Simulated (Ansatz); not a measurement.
## From SiO₂ to SnO₂

System: SiO₂ (P4₂/mnm, 6 atoms in the cell).
Method of run A: DFT r2SCAN, scalar-relativistic, plane waves, PAW, no spin polarisation (Ansatz 0.2.0).
System of run B: SnO₂ (6 atoms in the cell).

On run A: The structure was made by swapping elements on the sites of another compound; it need not be a known phase. On run B: The structure derives from a Materials Project entry. Text and figures count atoms from 1; the logs count them from 0 in places.

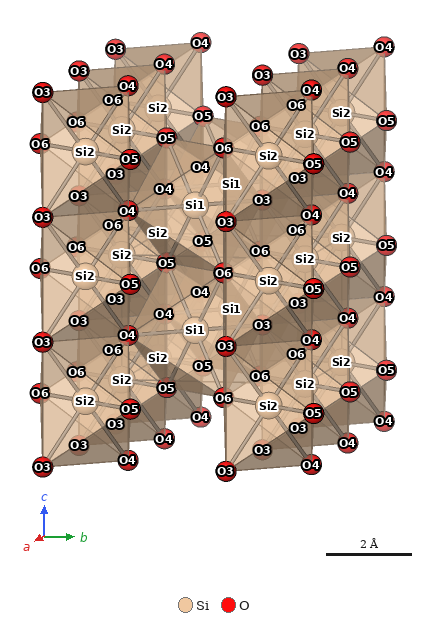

Fig. 1: The input geometry (polyhedral view of the cell of the calculation, repeated 2 × 1 × 2, seen slightly off an axis; polyhedra are completed across the faces of the cell; atoms are numbered from 1 in the order of the input). An atom can appear more than once, as a periodic image.

## Input, run A
```yaml
crystal:
  lattice:
    - [4.448512594, 0.0, 0.0]
    - [0.0, 4.448512594, 0.0]
    - [0.0, 0.0, 2.9922861117]
  atoms:
    - { symbol: Si, position: [0.5, 0.5, 0.5] }
    - { symbol: Si, position: [0.0, 0.0, 0.0] }
    - { symbol: O, position: [0.1940616415, 0.8059383585, 0.5] }
    - { symbol: O, position: [0.8059383585, 0.1940616415, 0.5] }
    - { symbol: O, position: [0.3059383585, 0.3059383585, 0.0] }
    - { symbol: O, position: [0.6940616415, 0.6940616415, 0.0] }
basis:
  ecutwfc: 500
kpoints:
  mp_grid: { grid: [4, 4, 6] }
hamiltonian:
  xc: r2scan
scf:
  occupations: { method: gaussian, width: 0.1 }
output:
  forces: true
  stress: true
  eigenvalues: true
```

Command:
```bash
ansatz run input.yaml --threads 2 --pin off --max-ram 5120MiB --backend cpu --events-out ev --progress --plain --runs-dir out
```

Hardware: 2 threads of Intel Xeon (Sapphire Rapids), 32 GiB of memory available, shared host.

## Output, shortened to warnings, some set-up lines, iterations and results (run A)
```
Basis set: ecut = 500 eV, 1511 PW (Γ), exchange–correlation on 144×144×96 points (64 copies of the dense FFT grid, shifted against one another)
Symmetry: 16 space group operations
k-points: 24 of 96
Initial density: superposition of atomic densities (neutral atoms: chi_scale 0, normalization atom), corrected by the library's trained network
[...]
SCF iter   1: F=—  HF=-3556.612195 eV  |F-HF|=—  |Δ(HF+E_count)|=         —  Δρ=1.04e-2  dr2=7.29e-2  dr2_τ=2.60e-1  ethr=1.77e-3  ⟨swp⟩=5.9  Hψ=2790  notcnv=0  defer=1
SCF iter   2: F=—  HF=-3556.772654 eV  |F-HF|=—  |Δ(HF+E_count)|=   1.60e-1  Δρ=6.37e-3  dr2=9.15e-3  dr2_τ=2.13e-3  ethr=2.28e-4  ⟨swp⟩=2.0  Hψ=1206  notcnv=0  defer=42
SCF iter   3: F=—  HF=-3556.772753 eV  |F-HF|=—  |Δ(HF+E_count)|=   9.94e-5  Δρ=2.03e-3  dr2=1.69e-3  dr2_τ=1.67e-4  ethr=2.86e-5  ⟨swp⟩=2.5  Hψ=857  notcnv=0  defer=18
SCF iter   4: F=—  HF=-3556.772740 eV  |F-HF|=—  |Δ(HF+E_count)|=   1.29e-5  Δρ=4.04e-4  dr2=7.48e-5  dr2_τ=5.23e-6  ethr=5.29e-6  ⟨swp⟩=2.1  Hψ=738  notcnv=0  defer=18
SCF iter   5: F=—  HF=-3556.772721 eV  |F-HF|=—  |Δ(HF+E_count)|=   1.96e-5  Δρ=1.08e-4  dr2=5.73e-6  dr2_τ=3.36e-7  ethr=2.34e-7  ⟨swp⟩=2.0  Hψ=778  notcnv=0  defer=18
SCF iter   6: F=—  HF=-3556.772722 eV  |F-HF|=—  |Δ(HF+E_count)|=   1.43e-6  Δρ=3.30e-5  dr2=5.79e-7  dr2_τ=1.21e-8  ethr=1.79e-8  ⟨swp⟩=2.9  Hψ=916  notcnv=0  defer=18
SCF iter   7: F=-3556.772722 eV  HF=-3556.772722 eV  |F-HF|=8.86e-10  |Δ(HF+E_count)|=   6.34e-8  Δρ=3.41e-6  dr2=5.46e-9  dr2_τ=1.95e-10  ethr=3.13e-10  ⟨swp⟩=9.2  Hψ=2611  …
SCF 1 converged in 7 iterations: F = -3556.772722 eV  dr2 = 5.46e-9
SCF converged after 7 iterations
Free energy (F): -3556.772722 eV
Harris-Foulkes:  -3556.772722 eV  (|F-HF|=8.86e-10)
Internal energy: -3556.772722 eV  (E = F + TS)
E sigma→0 (E₀):  -3556.772722 eV
Fermi energy:    7.940695 eV
--- Per-component energies (eV) ---
  E_band       = -33.362028
  E_kinetic    = 783.780784
  E_local      = -1367.528864  (includes V_loc(G=0)·N_el)
  E_nonlocal   = 225.750361
  E_hartree    = 482.385328
  E_xc         = -393.844910
  E_vxc        = -520.572770  (∫ρ·V_xc dr)
  E_paw        = -1677.385087  (= ΣΔE_a)
  E_vpaw       = -151.636384  (= ΣTr[D̂ρ^β])
  E_aug_tail   = 0.004136  (compensation charges beyond the density's cutoff)
  E_vtau       = 32.072511  (kinetic-family band-sum trace: ∫τ·v_τ [+ j·A + Jᵃ·Aᵃ] dr)
  E_ewald      = -1609.653841
  E_core_change = -0.280630  (= ΣΔE_core)
  E_smearing   = -0.000000  (= −TS)
  E_closure    = -0.000000  (closes the sum)
  Σ components = -3556.772722   (vs F -3556.772722, Δ=0.00e0)
--- Forces (eV/Å), atoms counted from 1 ---
  atom   1  Si     0.00000000    -0.00000000     0.00000000
  atom   2  Si    -0.00000000    -0.00000000    -0.00000000
  atom   3  O     -0.37211919     0.37211919    -0.00000000
  atom   4  O      0.37211919    -0.37211919     0.00000000
  atom   5  O      0.37211919     0.37211919     0.00000000
  atom   6  O     -0.37211919    -0.37211919    -0.00000000
  max |Σ_I F_I| component: 1.11e-16 eV/Å
--- Stress (GPa, compression-positive) ---
      -41.270833       0.000000       0.000000
        0.000000     -41.270833       0.000000
        0.000000       0.000000     -65.798417
  P = ⅓ Tr σ = -49.4467 GPa (-494.467 kbar)
```

For run B the input was changed thus:
```diff
-    - [4.448512594, 0.0, 0.0]
-    - [0.0, 4.448512594, 0.0]
-    - [0.0, 0.0, 2.9922861117]
+    - [4.764818045, 0.0, 0.0]
+    - [0.0, 4.764818045, 0.0]
+    - [0.0, 0.0, 3.20749977]
-    - { symbol: Si, position: [0.5, 0.5, 0.5] }
-    - { symbol: Si, position: [0.0, 0.0, 0.0] }
-    - { symbol: O, position: [0.1940616415, 0.8059383585, 0.5] }
-    - { symbol: O, position: [0.8059383585, 0.1940616415, 0.5] }
-    - { symbol: O, position: [0.3059383585, 0.3059383585, 0.0] }
-    - { symbol: O, position: [0.6940616415, 0.6940616415, 0.0] }
+    - { symbol: Sn, position: [0.5, 0.5, 0.5] }
+    - { symbol: Sn, position: [0.0, 0.0, 0.0] }
+    - { symbol: O, position: [0.1940277, 0.8059723, 0.5] }
+    - { symbol: O, position: [0.8059723, 0.1940277, 0.5] }
+    - { symbol: O, position: [0.3059723, 0.3059723, 0.0] }
+    - { symbol: O, position: [0.6940277, 0.6940277, 0.0] }
```

How does run B compare with run A?

The total energies belong to different systems, so their difference says nothing on which is more stable or more accurate. The gap on the mesh goes from 2.42 to 1.72 eV. The pressure goes from −49.45 to −0.93 GPa. The largest force goes from 0.526 to 0.008 eV/Å. The volume per atom goes from 9.87 to 12.14 Å³. The number of SCF iterations is the same. The plane waves at Γ go from 1511 to 1883.

## Output, shortened to warnings, some set-up lines, iterations and results (run B)
```
Basis set: ecut = 500 eV, 1883 PW (Γ), exchange–correlation on 144×144×96 points (64 copies of the dense FFT grid, shifted against one another)
Symmetry: 16 space group operations
k-points: 24 of 96
Initial density: superposition of atomic densities (neutral atoms: chi_scale 0, normalization atom), corrected by the library's trained network
[...]
SCF iter   1: F=—  HF=-14352.323652 eV  |F-HF|=—  |Δ(HF+E_count)|=         —  Δρ=1.03e-2  dr2=5.66e-2  dr2_τ=2.66e-1  ethr=1.77e-3  ⟨swp⟩=5.8  Hψ=3326  notcnv=0  defer=1
SCF iter   2: F=—  HF=-14352.427084 eV  |F-HF|=—  |Δ(HF+E_count)|=   1.03e-1  Δρ=6.11e-3  dr2=1.50e-2  dr2_τ=1.01e-3  ethr=1.09e-4  ⟨swp⟩=2.0  Hψ=1445  notcnv=0  defer=42
SCF iter   3: F=—  HF=-14352.426110 eV  |F-HF|=—  |Δ(HF+E_count)|=   9.74e-4  Δρ=8.44e-4  dr2=4.87e-4  dr2_τ=1.02e-4  ethr=2.88e-5  ⟨swp⟩=1.0  Hψ=726  notcnv=0  defer=18
SCF iter   4: F=—  HF=-14352.426184 eV  |F-HF|=—  |Δ(HF+E_count)|=   7.47e-5  Δρ=2.78e-4  dr2=4.10e-5  dr2_τ=4.14e-6  ethr=9.36e-7  ⟨swp⟩=2.1  Hψ=1096  notcnv=0  defer=18
SCF iter   5: F=—  HF=-14352.426189 eV  |F-HF|=—  |Δ(HF+E_count)|=   4.57e-6  Δρ=1.20e-4  dr2=1.22e-5  dr2_τ=7.12e-7  ethr=7.88e-8  ⟨swp⟩=2.1  Hψ=1147  notcnv=0  defer=18
SCF iter   6: F=—  HF=-14352.426186 eV  |F-HF|=—  |Δ(HF+E_count)|=   2.79e-6  Δρ=5.52e-5  dr2=2.35e-6  dr2_τ=7.23e-8  ethr=2.34e-8  ⟨swp⟩=2.3  Hψ=1305  notcnv=0  defer=18
SCF iter   7: F=-14352.426186 eV  HF=-14352.426186 eV  |F-HF|=6.76e-9  |Δ(HF+E_count)|=   5.85e-7  Δρ=6.13e-6  dr2=2.48e-8  dr2_τ=1.66e-9  ethr=1.92e-10  ⟨swp⟩=7.9  Hψ=3799  …
SCF 1 converged in 7 iterations: F = -14352.426186 eV  dr2 = 2.48e-8
SCF converged after 7 iterations
Free energy (F): -14352.426186 eV
Harris-Foulkes:  -14352.426186 eV  (|F-HF|=6.76e-9)
Internal energy: -14352.426186 eV  (E = F + TS)
E sigma→0 (E₀):  -14352.426186 eV
Fermi energy:    9.678321 eV
--- Per-component energies (eV) ---
  E_band       = -168.019020
  E_kinetic    = 1085.137023
  E_local      = -2892.736819  (includes V_loc(G=0)·N_el)
  E_nonlocal   = 131.457837
  E_hartree    = 1504.274061
  E_xc         = -1035.649175
  E_vxc        = -622.466383  (∫ρ·V_xc dr)
  E_paw        = -8986.136827  (= ΣΔE_a)
  E_vpaw       = -917.266759  (= ΣTr[D̂ρ^β])
  E_aug_tail   = 0.003945  (compensation charges beyond the density's cutoff)
  E_vtau       = 39.300121  (kinetic-family band-sum trace: ∫τ·v_τ [+ j·A + Jᵃ·Aᵃ] dr)
  E_ewald      = -4160.119106
  E_core_change = 1.342876  (= ΣΔE_core)
  E_smearing   = -0.000000  (= −TS)
  E_closure    = 0.000000  (closes the sum)
  Σ components = -14352.426186   (vs F -14352.426186, Δ=0.00e0)
--- Forces (eV/Å), atoms counted from 1 ---
  atom   1  Sn     0.00000000     0.00000000     0.00000000
  atom   2  Sn     0.00000000    -0.00000000     0.00000000
  atom   3  O     -0.00590249     0.00590249     0.00000000
  atom   4  O      0.00590249    -0.00590249     0.00000000
  atom   5  O      0.00590249     0.00590249     0.00000000
  atom   6  O     -0.00590249    -0.00590249     0.00000000
  max |Σ_I F_I| component: 2.60e-18 eV/Å
--- Stress (GPa, compression-positive) ---
       -0.768052       0.000000       0.000000
        0.000000      -0.768052       0.000000
        0.000000       0.000000      -1.256133
  P = ⅓ Tr σ = -0.9307 GPa (-9.307 kbar)
```

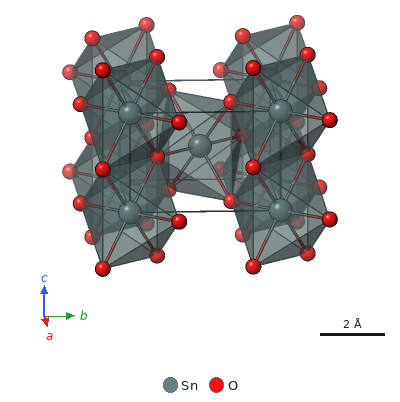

Fig. 2: The input structure of run B (polyhedral view of the cell of the calculation, seen at an oblique angle; polyhedra are completed across the faces of the cell). An atom can appear more than once, as a periodic image.

## The two runs side by side

```tsv
quantity	run A	run B
outcome	converged	converged
free energy per atom (eV)	−592.7955	−2392.0710
gap on the mesh (eV)	2.42	1.72
pressure (GPa)	−49.45	−0.93
volume per atom (Å³)	9.87	12.14
largest force (eV/Å)	0.526	0.008
SCF iterations	7	7
irreducible k-points	24	24
plane waves at Γ	1511	1883
wall time (shared host)	1.8 s	4.4 s
```

For run A: The cell is under a tension of 49 GPa at this level, so it is not at its equilibrium volume.
